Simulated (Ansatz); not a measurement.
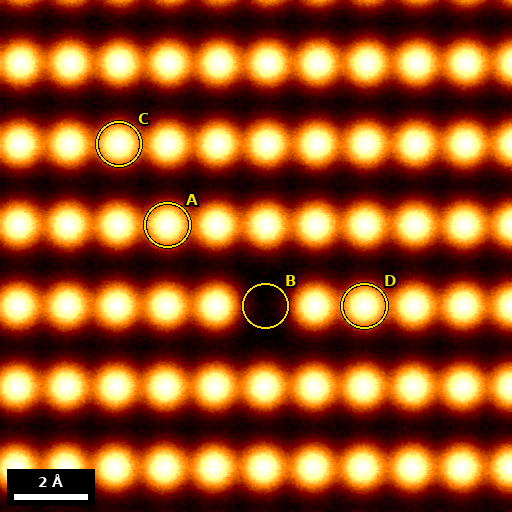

HAADF-like image of Ir (Fm-3m, No. 225) along [211]. Simulation: incoherent imaging, intensity Z^1.7 per atom, probe width 0.84 Å, thin sample. The display is stretched by a gamma of 0.65; percentages refer to the linear signal. Shot noise and a slight drift were added.

The sample is 1 repeat (4.7 Å) thick. One point defect was put into the perfect crystal, without relaxing the atoms around it. Brightness is counted from the darkest point of the image. Host structure: the end point of a relaxation with Ansatz, DFT PBEsol, scalar-relativistic, plane waves, PAW; the starting structure was generated, so it need not be a known form of this composition.

Which ringed column holds the defect, and does it scatter more or less than its equals?

B; it scatters less. The column holds 1 atom (Ir) through the sample, and one Ir atom is missing, so its peak vanishes.
